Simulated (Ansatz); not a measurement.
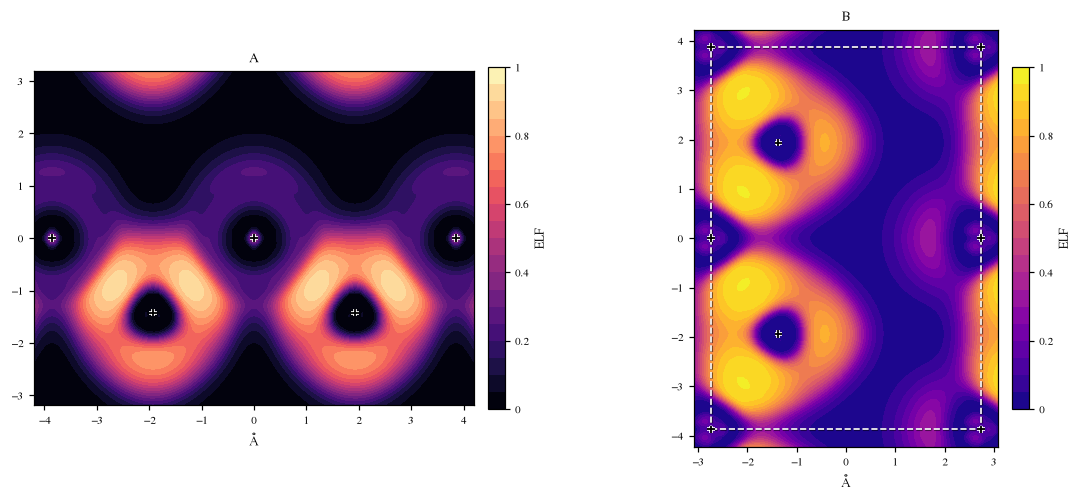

The ELF of 2 systems, each on a plane through atoms (crosses mark nuclei in the plane).

Computed with Ansatz, DFT, HSE06, plane waves, PAW.

System 1: AlP, the (101) plane of the conventional cell. Space group F-43m; started from the zincblende prototype, which need not be the ambient phase.

System 2: GaP, the (100) plane of the conventional cell. Space group I-4m2; started from the zincblende prototype, which need not be the ambient phase; changed on purpose from its base cell (uniaxial z strain +4.0%); computed pressure about −3 GPa in this cell.

```
Ga P
1.0
     2.72540    2.72540    0.00000
    -2.72540    2.72540    0.00000
     0.00000    0.00000    5.66883
Ga P
2 2
Cartesian
  0.0000 0.0000 0.0000
  0.0000 2.7254 2.8344
  1.3627 1.3627 1.4172
  -1.3627 1.3627 4.2516
```

Question: Which map belongs to which system?

Answer: Panel A is system 2, GaP: the plane holds Ga and P. Ga–P (2.39 Å): the ELF peaks at about 0.90 in the valence shell of P, 0.9 Å from its nucleus, and is about 0.80 at the midpoint. Panel B is system 1, AlP: the plane holds Al and P. Al–P (2.37 Å): the ELF peaks at about 0.95 between the atoms (a covalent bond).
